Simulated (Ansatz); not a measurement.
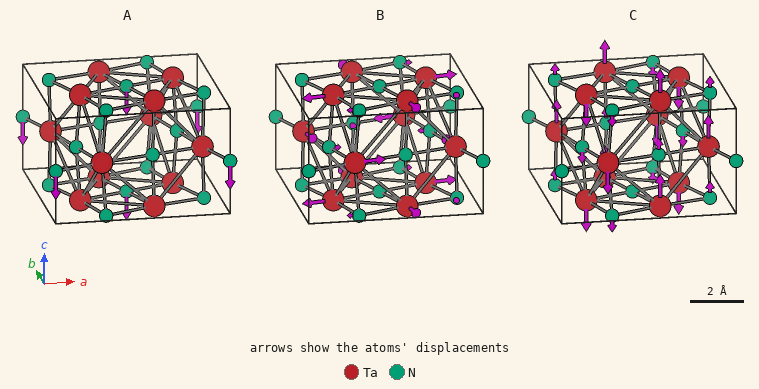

Modes of a crystal of Ta4N5, space group I4/m (No. 87), at the zone centre. The purple arrows are the displacements of the atoms (eigenvector over the root of the mass), of arbitrary overall length and sign. The picture is a ball-and-stick view of the conventional cell (2 times the calculation's cell), seen from a free direction. Lengths and directions refer to the drawn axes.

The calculation used Ansatz 0.2.0, DFT LDA, scalar-relativistic, plane waves, PAW.

The frequencies depend somewhat on the k-mesh and the smearing.

> Which are infrared-active and which Raman-active?

A is A_u, infrared-active by symmetry (390 cm⁻¹). B is A_g, Raman-active by symmetry (213 cm⁻¹). C is B_u, silent by symmetry (neither infrared- nor Raman-active) (149 cm⁻¹). The crystal has a centre of inversion, so no mode is both. In a metal the free carriers screen the infrared response.
